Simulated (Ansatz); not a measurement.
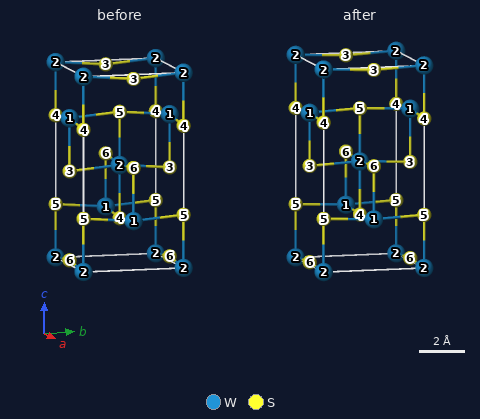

The structure of crystalline WS₂ (built on the anatase type) before (left) and after (right) a relaxation, at one scale.

Style: ball-and-stick. Shown: the conventional cell (2 times the calculation's cell), slightly off an axis. Lengths and directions refer to the drawn axes.

Computed with DFT, r2SCAN+rVV10, plane waves, PAW (Ansatz 0.2.0). (plane-wave cutoff 500 eV; k-point mesh 8 × 8 × 8; occupations fermi dirac; smearing width 0.03 eV; no spin polarisation; cell and atoms relaxed; force threshold 0.01 eV/Å; at most 120 steps)

### Describe what moved and what it gained.

Over 3 accepted moves (4 points after the start) the energy falls by 11.5 meV per atom. Largest force component: 0.11 eV/Å at the start, 0.0012 eV/Å at the end. The pressure goes from 2.80 to 0.02 GPa. At 1 point the geometry stayed and the basis and grid were re-selected for the new cell (energy shift of 0.2 meV per atom at most each time). The largest moves relative to the cell, 0.091 Å, are those of S3, S4, S5 and S6. S3 goes along +c. W stays in place. The volume changes by +4.7 %, with a = b 4.715 → 4.738 Å (+0.5 %), c 8.959 → 9.291 Å (+3.7 %). Near-neighbour distances that change, for instance: W1–S4 2.366 → 2.372 Å. Among the angles between lasting bonds that change: S4–W1–S4 170.4° → 174.4°, W1–S5–W1 170.4° → 174.4°, S3–W1–S4 85.2° → 87.2°. The space group stays I4_1/amd (No. 141). Cost: 2.6 min on 2 threads of Intel(R) Xeon(R) Processor @ 2.50GHz (Skylake/Cascade Lake), on a shared host, peak memory 1 GiB.
